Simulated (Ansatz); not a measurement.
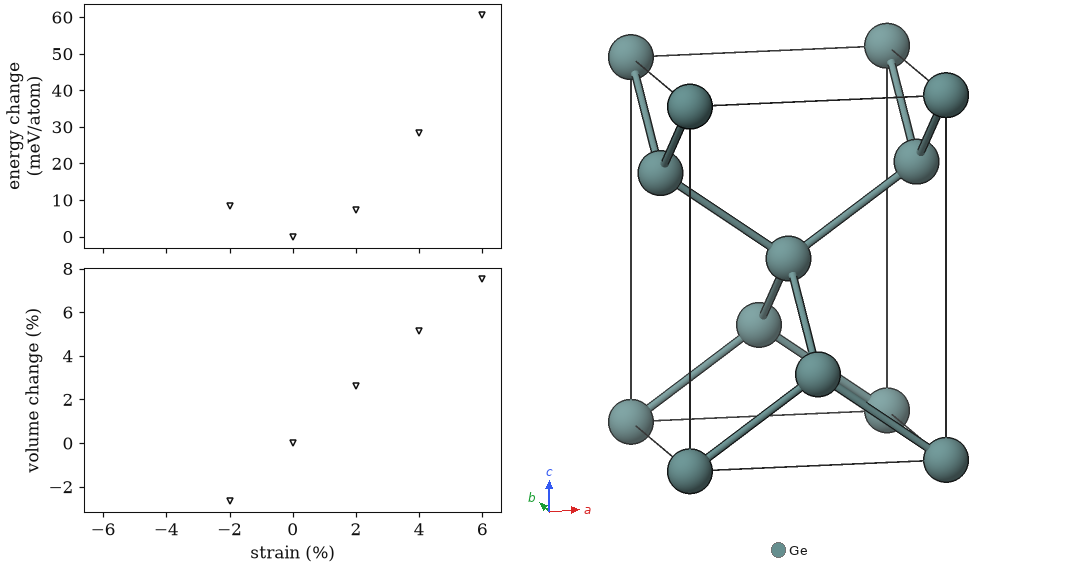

Plotted: energy change and volume change against strain for Ge, space group Fd-3m (No. 227). The cell is drawn beside the plot.

Cell as given: a = 4.013 Å, b = 4.013 Å, c = 5.675 Å, α = 90.00°, β = 90.00°, γ = 90.00°; 4 atoms.

Computed with Ansatz 0.2.0: energy, stress and cell of a relaxed crystal along a series of strains, atoms and what the cell freedom names relaxed within the symmetry; plane waves with PAW datasets, Γ-centred k mesh; energies extrapolated to zero smearing. Level: r2SCAN, no spin polarisation.

- wave cutoff: 500 eV
- k mesh: 10×10×6
- occupations: Gaussian
- smearing width: 0.02 eV
- strain kind: biaxial in the ab plane
- cell freedom: length and tilt of c free

The points at strain −6 % and −4 % are left out of the plot. What values does the calculation give there?

| strain (%) | energy change (meV/atom) | volume change (%) |
| --- | --- | --- |
| −6 | 83.23 | −7.96 |
| −4 | 35.36 | −5.30 |

Keep in mind: a crossing between the sampled k points may be missed; bands touch, and spin-orbit coupling could open a gap; narrow smearing for a metal.
